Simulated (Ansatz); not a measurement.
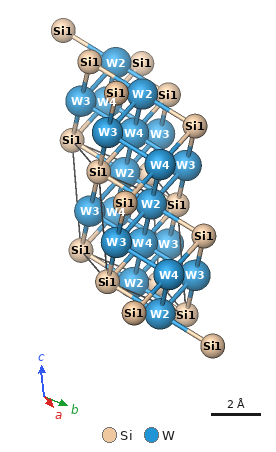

This is the input geometry for a relaxation of solid SiW3 (set up in Im-3m). The picture is a ball-and-stick view of the cell of the calculation, repeated 2 × 1 × 2 with one cell outlined, seen slightly off an axis.

The calculation used DFT PBEsol, scalar-relativistic, plane waves, PAW in Ansatz 0.2.0.

The input:
```yaml
crystal:
  lattice:
    - [-2.606175, 2.606175, 2.606175]
    - [2.606175, -2.606175, 2.606175]
    - [2.606175, 2.606175, -2.606175]
  atoms:
    - { symbol: Si, position: [0.0, 0.0, 0.0] }
    - { symbol: W, position: [0.5, 0.5, 0.0] }
    - { symbol: W, position: [0.5, 0.0, 0.5] }
    - { symbol: W, position: [0.0, 0.5, 0.5] }
basis:
  ecutwfc: 420
kpoints:
  mp_grid: { grid: [12, 12, 12] }
hamiltonian:
  xc: pbesol
scf:
  occupations: { method: gaussian, width: 0.1 }
output:
  forces: true
  stress: true
  eigenvalues: true
relax:
  adjacent_minimum: "off"
  f_tol: 0.005
  max_steps: 80
  cell: { stress_tol: 0.05 }
```

Command:
```bash
ansatz run input.yaml --threads 2 --pin off --max-ram 5120MiB --backend cpu --events-out ev --progress --plain --runs-dir out
```

Q: What does the optimiser find from here?

A: The atoms keep their places relative to the cell (all moves are under 0.005 Å). Cell: a = b = c 4.514 → 4.464 Å (−1.1 %). Volume −3.3 %. Some distances before and after: Si1–W2 2.606 → 2.577 Å, W2–W3 2.606 → 2.577 Å. The space group stays Im-3m (No. 229). After 2 accepted moves (4 points after the start) the energy has fallen by 12.0 meV per atom. All forces vanish by symmetry, so only the cell relaxes. The pressure goes from −6.40 to 0.02 GPa. The line search rejected the trial step at point 1 of the run. At 1 point the geometry stayed and the basis and grid were re-selected for the new cell (energy shift of 0.2 meV per atom at most each time). Cost: 42 s on 2 threads of Intel(R) Xeon(R) Processor @ 2.50GHz (Skylake/Cascade Lake), with other jobs on the host, peak memory 0.46 GiB.

After the run, drawn alike:

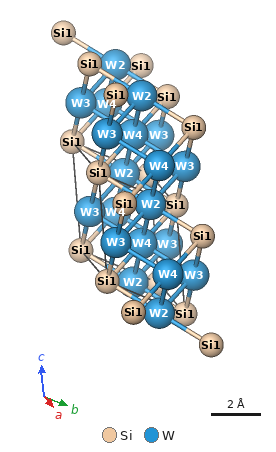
